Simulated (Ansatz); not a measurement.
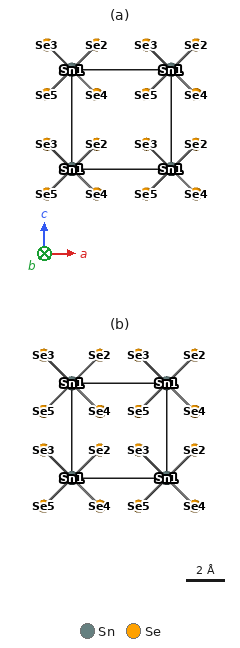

The structure of crystalline SnSe₄ (a generated structure, set up in P-43m) (coarse preliminary run) before (top) and after (bottom) a relaxation, at one scale.

Style: ball-and-stick. Shown: the cell of the calculation, along the b axis.

Method: Ansatz 0.2.0, DFT PBE, scalar-relativistic, plane waves, PAW.

Input
```yaml
crystal:
  lattice:
    - [5.3603027, 0.0, 0.0]
    - [0.0, 5.3603027, 0.0]
    - [0.0, 0.0, 5.3603027]
  atoms:
    - { symbol: Sn, position: [0.0, 0.0, 0.0] }
    - { symbol: Se, position: [0.25, 0.25, 0.25] }
    - { symbol: Se, position: [0.75, 0.75, 0.25] }
    - { symbol: Se, position: [0.25, 0.75, 0.75] }
    - { symbol: Se, position: [0.75, 0.25, 0.75] }
basis:
  ecutwfc: 420
kpoints:
  mp_grid: { grid: [4, 4, 4] }
hamiltonian:
  xc: pbe
scf:
  occupations: { method: gaussian, width: 0.1 }
  lower_state_search: "off"
output:
  forces: true
  stress: true
  eigenvalues: true
relax:
  adjacent_minimum: "off"
  f_tol: 0.04
  max_steps: 70
  cell: { stress_tol: 0.4 }
```

Command:
```bash
ansatz run input.yaml --threads 1 --pin off --max-ram 2560MiB --backend cpu --events-out ev --progress --plain --runs-dir out
```

### Describe what moved and what it gained.

The largest moves relative to the cell, 0.41 Å, are those of Se2, Se3, Se4 and Se5. Se3 goes along [−1 −1 1]. Sn stays in place. Cell: a = b = c 5.360 → 5.114 Å (−4.6 %). Volume −13.2 %. Among the contacts that change: Se2–Se3 3.790 → 2.944 Å, Sn1–Se2 2.321 → 2.626 Å. The space group stays P-43m (No. 215). Over 4 accepted moves (5 points after the start) the energy falls by 372 meV per atom. The largest force component goes from 2.1 to 0.021 eV/Å. Pressure: 8.43 GPa at the start and 0.19 GPa at the end. The SCF was repeated once at an unchanged geometry on a basis and grid sized afresh for the cell, which shifted the energy by 0.4 meV per atom at most. Cost: 78 s on 1 thread of Intel(R) Xeon(R) Processor @ 2.50GHz (Skylake/Cascade Lake), on a shared host, peak memory 0.41 GiB.
